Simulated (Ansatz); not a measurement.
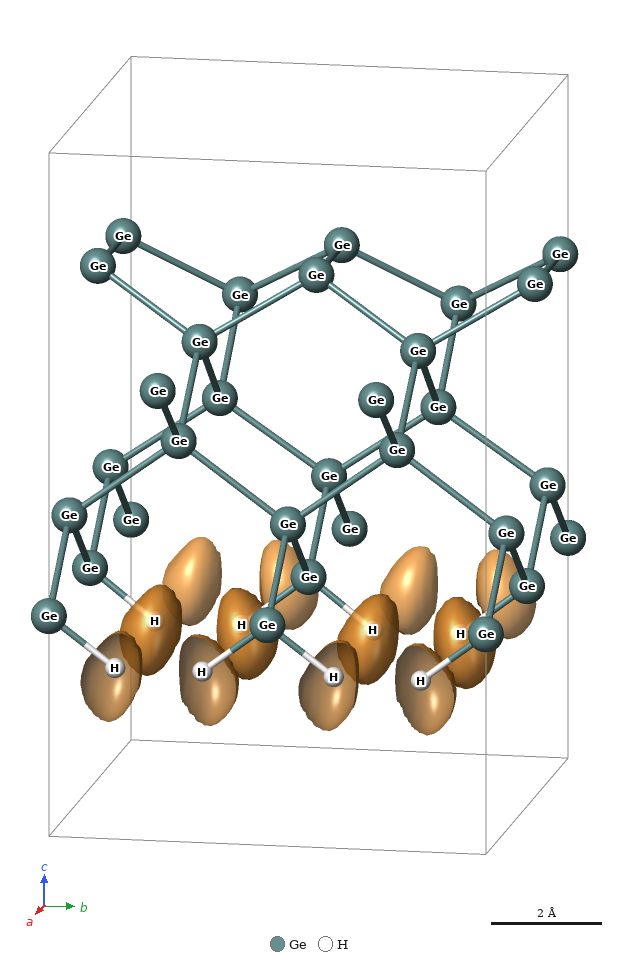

Ge5H2 (slab). Isosurface of the ELF at 0.9 (orange), seen slightly off an axis. Only the valence region is drawn (cores and ρ < 0.01 e/Å³ removed). Sticks mark near contacts.

Not relaxed (largest force 0.6 eV/Å).

These are results of DFT PBE, scalar-relativistic, plane waves, PAW (Ansatz), not measurements.

Core electrons are frozen (PAW), and the valence fields are smoothed inside the atomic spheres.

Where are the electrons localised?

Answer. At this value the surface marks out eight regions around hydrogen nuclei, counted in one cell of 28 atoms. Counts are for one cell; the picture repeats the cell along the surface. Profiles from the grid: Ge–H (1.54 Å): the ELF climbs to about 1 towards the hydrogen. Ge–Ge (2.46 Å): the ELF peaks at about 0.75 between the atoms.
